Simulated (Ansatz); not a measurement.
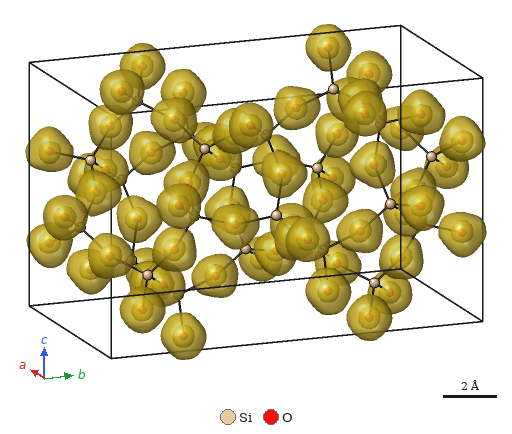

*SiO₂. Isosurface of the ELF at 0.75 (yellow), seen at an oblique angle. Only the valence region is drawn (cores and ρ < 0.01 e/Å³ removed). Sticks mark near contacts.*

Space group Cmme; a structure from a database of computed crystals, not necessarily the ambient phase; computed pressure about 4 GPa in this cell.

The calculation used DFT, PBE, plane-wave PAW, default files, scalar-relativistic (Ansatz 0.2.0).

### Where are the electrons localised?

The ELF exceeds this value in 44 regions on O in which the atom's valence shell and bonds are merged and four regions wrapped around O (the valence shell of each), counted in one cell of 72 atoms. Regions shared between cells count once.

Values along the shortest contacts:
Si–O (1.60 Å): the ELF peaks at about 0.85 between the atoms (a shared but strongly polarised pair).

### Metal or insulator at this level of theory?

It is gapped, with a Kohn–Sham gap of 5.6 eV on the k-point mesh (the band edges may lie off the mesh, which would make the gap smaller).
